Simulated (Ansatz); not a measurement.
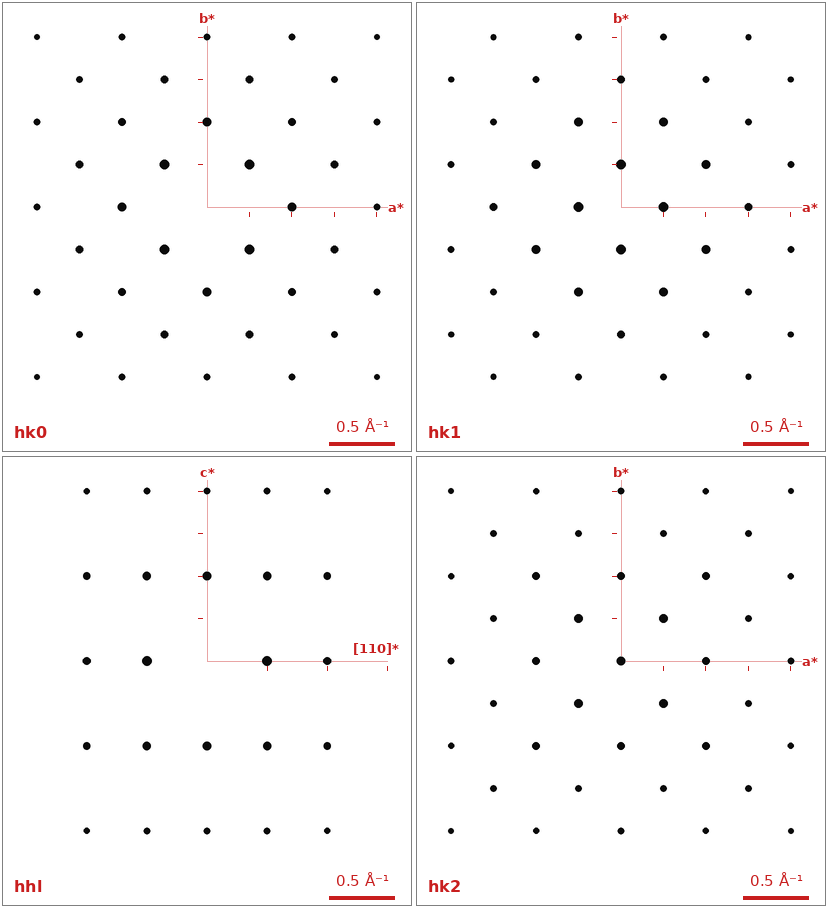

Four undistorted layers of reciprocal space, calculated for a single crystal (X-rays, kinematic |F|², B = 0.5 Å²). Tick marks count the reciprocal lattice steps of the conventional cell along each axis.

The compound is Rh. Structure: the input geometry of an electronic-structure calculation (not necessarily at equilibrium); the starting structure was generated, so it need not be a known form of this composition.

### Read the reciprocal cell and give the direct cell.

a* = 0.332, b* = 0.332, c* = 0.332 Å⁻¹; the cell is cubic with a = 3.02 Å.

### Which reflection conditions do the layers show?

Reflections are present only under these conditions. hkl: h + k + l = 2n; hk0: h + k = 2n; hhl: l = 2n; h00: h = 2n. The lattice is body-centred (I).

### Which space groups fit?

The intensities have Laue symmetry m-3m (the hk0 layer shows 4mm, hk1 shows 4mm). With these conditions the candidates are I432 (No. 211), I-43m (No. 217), Im-3m (No. 229). Diffraction geometry alone does not choose among them; the structure has Im-3m.
